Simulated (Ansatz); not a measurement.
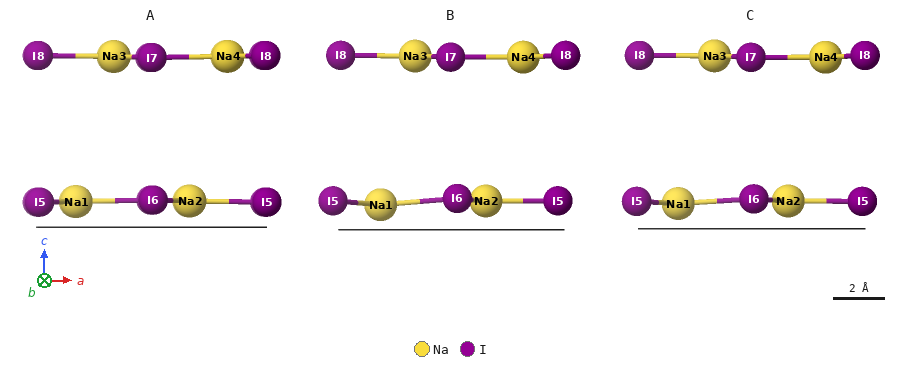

3 geometries from one relaxation of a free-standing layer of NaI (a generated structure, set up in P1) (coarse preliminary run), in shuffled order. The picture is a ball-and-stick view of the 1 × 2 repeat of the cell, outlined in the plane, without the vacuum, seen along the b axis.

All numbers below come from DFT PBE, scalar-relativistic, plane waves, PAW in Ansatz. Settings: plane-wave cutoff 420 eV; k-point mesh 4 × 4 × 1; occupations gaussian; smearing width 0.1 eV; no spin polarisation; cell and atoms relaxed; force threshold 0.025 eV/Å; at most 60 steps.

Q: Put them in the order of the run, from the start to the converged end.

A: B, C, A. They are steps 0, 1, 4, at +37.3 meV per atom, +7.9 meV per atom relative to the last. The energy falls by 37.3 meV per atom in 3 accepted moves (4 points after the start). The largest force component goes from 0.76 to 0.0017 eV/Å. The SCF was repeated once at an unchanged geometry on a basis and grid sized afresh for the cell, which shifted the energy by less than 0.05 meV per atom at most. The largest move relative to the cell and the layer's centre is that of I5, 0.28 Å at 79° to the normal (−c side). Largest moves by element: I 0.28 Å, Na 0.20 Å. In the plane the drawn cell goes a 10.245 → 10.340 Å (+0.9 %), b 10.603 → 10.473 Å (−1.2 %). Some distances before and after: Na1–I5 3.338 → 3.007 Å, Na4–I8 3.322 → 3.009 Å, Na2–I6 2.747 → 3.007 Å, Na1–I5 (another image) 3.179 → 3.009 Å. Bond angles that change, for instance: I6–Na2–I6 133.4° → 121.1°, Na2–I6–Na2 133.4° → 121.1°, Na1–I5–Na1 108.8° → 121.0°. Cost: 3.9 min on 1 thread of AMD EPYC 9R45 96-Core Processor (Zen 5), on a shared host, peak memory 1.7 GiB.
